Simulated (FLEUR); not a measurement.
# Energy of Ti along an even scaling of the cell

System: Ti (1 atom in the cell).
Method: Kohn-Sham DFT of a periodic cell, BLYP, all-electron, no spin polarisation (FLEUR MaX-R8.1 (later development tree)).

The 5 runs differ only in the geometry, by an even scaling of the cell at fixed fractional positions. The structure derives from an entry of the Crystallography Open Database.

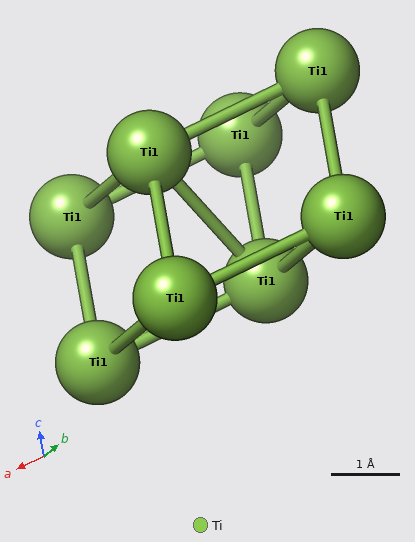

Figure 1. The structure of run 3 (ball-and-stick view of the cell of the calculation, seen at an oblique angle; atoms are numbered from 1 in the order of the input).

## Input of run 3
```
<?xml version="1.0" encoding="UTF-8" standalone="no"?>
<fleurInput fleurInputVersion="0.39">
   <comment>
      Ti                                                                                                  
   </comment>
   <calculationSetup>
      <cutoffs Kmax="4.1" Gmax="12.7" GmaxXC="12.7" numbands="0"/>
      <scfLoop itmax="60" minDistance="0.00001" maxIterBroyd="15" imix="Anderson" alpha="0.05" precondParam="0.0" spinf="2.0" sdNocoIR="T"/>
      <coreElectrons ctail="T" frcor="F" kcrel="0" coretail_lmax="0"/>
      <xcFunctional name="LibXC" relativisticCorrections="F">
         <LibXCName exchange="gga_x_b88" correlation="gga_c_lyp"/>
      </xcFunctional>
      <magnetism jspins="1"/>
      <soc l_soc="F" theta="0.0" phi="0.0" spav="F"/>
      <expertModes spex="0" secvar="F"/>
      <geometryOptimization l_f="F" forcealpha="1.0" forcemix="BFGS" epsdisp="0.00001" epsforce="0.00001"/>
      <ldaU l_linMix="F" mixParam="0.05" spinf="1.0"/>
   </calculationSetup>
   <cell>
      <bzIntegration valenceElectrons="12.0" mode="hist" fermiSmearingEnergy="0.00183747">
         <kPointListSelection listName="default-1"/>
         <!-- k-points included here -->
         <xi:include xmlns:xi="http://www.w3.org/2001/XInclude" href="kpts.xml"> </xi:include>
      </bzIntegration>
      <!-- symmetry operations included here -->
      <xi:include xmlns:xi="http://www.w3.org/2001/XInclude" href="sym.xml"> </xi:include>
      <bulkLattice scale="1.0000000000">
         <bravaisMatrix>
            <row-1>   -3.1010405704685997     3.1010405704685997     3.1010405704685997</row-1>
            <row-2>    3.1010405704685997    -3.1010405704685997     3.1010405704685997</row-2>
            <row-3>    3.1010405704685997     3.1010405704685997    -3.1010405704685997</row-3>
         </bravaisMatrix>
      </bulkLattice>
   </cell>
   <atomSpecies>
      <species name="Titanium (Ti)" element="Ti" atomicNumber="22">
         <mtSphere radius="2.44" gridPoints="823" logIncrement="0.015"/>
         <atomicCutoffs lmax="10" lnonsphr="8"/>
         <electronConfig flipSpins="F">
            <coreConfig>(1s1/2) (2s1/2) (2p1/2) (2p3/2)</coreConfig>
            <valenceConfig>(3s1/2) (3p1/2) (3p3/2) (4s1/2) (3d3/2) (3d5/2)</valenceConfig>
            <stateOccupation state="(3d3/2)" spinUp="0.400000" spinDown="0.400000"/>
            <stateOccupation state="(3d5/2)" spinUp="0.600000" spinDown="0.600000"/>
         </electronConfig>
         <energyParameters s="4" p="4" d="3" f="4"/>
         <lo type="SCLO" l="0" n="3" eDeriv="0"/>
         <lo type="SCLO" l="1" n="3" eDeriv="0"/>
         <lo type="SCLO" l="1" n="3" eDeriv="1"/>
         <lo type="SCLO" l="2" n="3" eDeriv="2"/>
         <lo type="SCLO" l="3" n="4" eDeriv="2"/>
      </species>
   </atomSpecies>
   <atomGroups>
      <atomGroup species="Titanium (Ti)">
         <relPos label="                   1">.0000000000 .0000000000 .0000000000</relPos>
         <force calculate="T" relaxXYZ="TTT"/>
      </atomGroup>
   </atomGroups>
   <output dos="F" band="F" slice="F">
      <checks vchk="F" cdinf="F"/>
      <bandDOS minEnergy="-.5*Htr" maxEnergy="0.5*Htr" sigma="0.015" storeEVData="T"/>
      <vacuumDOS vacdos="F" integ="F" star="F" nstars="0" locx1="0.0" locy1="0.0" locx2="0.0" locy2="0.0" nstm="0" tworkf="0.0"/>
      <unfoldingBand unfoldBand="F" supercellX="1" supercellY="1" supercellZ="1"/>
      <plotting iplot="0" polar="F">
         <plot TwoD="T" vec1="  1.0  0.0  0.0" vec2="  0.0  1.0  0.0" vec3="  0.0  0.0  1.0" zero="  0.0  0.0  0.0" file="plot"/>
      </plotting>
      <chargeDensitySlicing numkpt="0" minEigenval="0.0" maxEigenval="0.0" nnne="0" pallst="F"/>
      <specialOutput eonly="F"/>
      <moessbauerParams electricFieldGradient="T" isomerShift="T" coreHyperfine="T" valenceHyperfine="T"/>
      <magneticCircularDichroism mcd="F" energyLo="-10.0" energyUp="0.0"/>
   </output>
  <!-- We include the file relax.xml here to enable relaxations (see documentation) -->
  <xi:include xmlns:xi="http://www.w3.org/2001/XInclude" href="relax.xml"> <xi:fallback/> </xi:include>
</fleurInput>
```

Command:
```bash
inpgen -f crystal.txt -profile fastHighL; fleur_MPI
```

Run 2 has the same physical settings and fractional positions; its lattice vectors (Å) are:
```
  -1.618822    1.618822    1.618822
   1.618822   -1.618822    1.618822
   1.618822    1.618822   -1.618822
```

## Results, with one run withheld

| run | volume per atom (Å³) | free energy per atom, from the lowest run given (meV) |
| --- | --- | --- |
| 1 | 16.616 | 19.45 |
| 2 | 16.969 | ? |
| 3 | 17.676 | 0.00 |
| 4 | 18.383 | 9.63 |
| 5 | 18.737 | 20.31 |

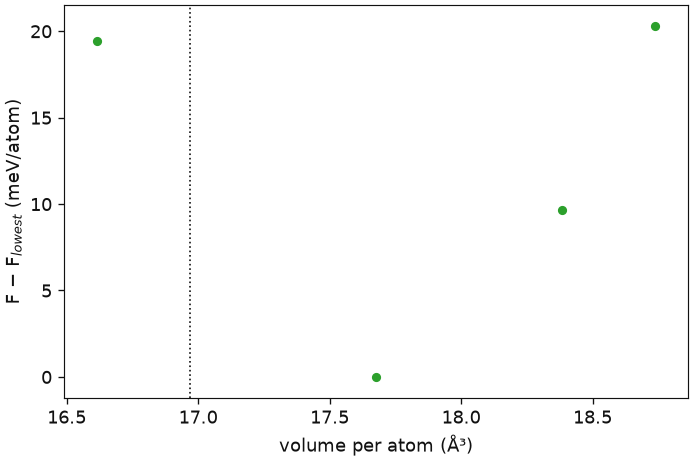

Figure 2. Free energy per atom of the runs given; the dotted line marks run 2.

Estimate the energy of run 2 from the others.

A quadratic polynomial in V^(−2/3) (the Birch–Murnaghan form), fitted to the 4 runs given, misses them by at most 0.11 meV per atom. With x = V^(−2/3) − 0.14657 Å⁻², it reads F = 0.6295 − 1317.3 x + 5.7204e+05 x² (meV per atom). At run 2 it gives 7.76 meV per atom, and the run itself gives 7.93. The fit has its minimum at 17.613 Å³ per atom, where V d²F/dV² gives 101 GPa: the bulk modulus at this level, since symmetry fixes the shape and the positions.

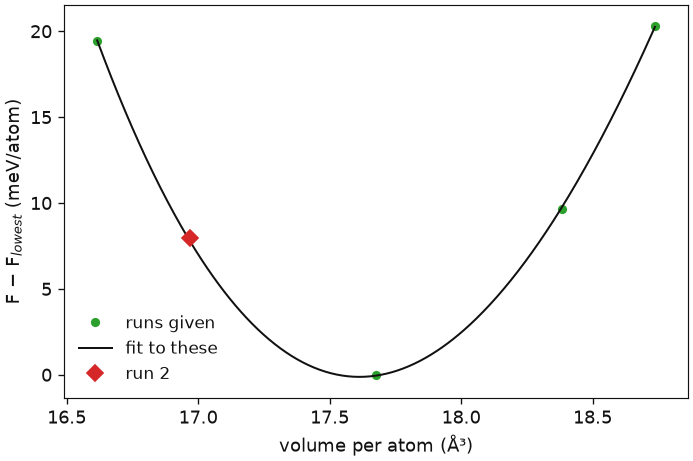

Figure 3. The fit and the withheld run.

## Output (run 2)
```
Welcome to FLEUR        (www.flapw.de)
      MaX-Release 8.1          (www.max-centre.eu)
 func_ids         131         106         131         106
The functional 'Becke 88' is an exchange functional, it belongs to the 'GGA' family and is defined in the reference(s):
[1] A. D. Becke.,  Phys. Rev. A 38, 3098 (1988)
The functional 'Lee, Yang & Parr' is a correlation functional, it belongs to the 'GGA' family and is defined in the reference(s):
[1] C. Lee, W. Yang, and R. G. Parr.,  Phys. Rev. B 37, 785 (1988)
[2] B. Miehlich, A. Savin, H. Stoll, and H. Preuss.,  Chem. Phys. Lett. 157, 200 (1989)
 Using same functional for VXC and EXC

 ========== k-point set info ==========
 Selected k-point list: default-1
 k-point list type: mesh
 11 x 11 x 11
 Number of k points: 56

 ------------Calculation Setup---------------------------
 Number of MPI-tasks      :            1
 Number of PE/node        :            1
 Number of OMP-threads    :            1
 Most efficient MPI parallelization for:
           1           2           4           7           8          14          28          56
 Additional eigenvalue parallelization possible
 Number of basis functions:          177
 Approximate size of matrices (H+S) per k-point:         0.000 GB
 --------------------------------------------------------

 Iteration:     1   Distance:      16.17854285 me/bohr^3

 Iteration:     2   Distance:      15.31898638 me/bohr^3

 Iteration:     3   Distance:       2.32350214 me/bohr^3

 Iteration:     4   Distance:       0.70466799 me/bohr^3

 Iteration:     5   Distance:       0.99406494 me/bohr^3

 Iteration:     6   Distance:       0.03576455 me/bohr^3

 Iteration:     7   Distance:       0.07173305 me/bohr^3

 Iteration:     8   Distance:       0.00227193 me/bohr^3

 Iteration:     9   Distance:       0.00552777 me/bohr^3

 Iteration:    10   Distance:       0.00017922 me/bohr^3

 Iteration:    11   Distance:       0.00003679 me/bohr^3

 Iteration:    12   Distance:       0.00003096 me/bohr^3

 Iteration:    13   Distance:       0.00000429 me/bohr^3

 ********************************************************************
 Run finished successfully
 Stop message:
   all done
 ********************************************************************
```
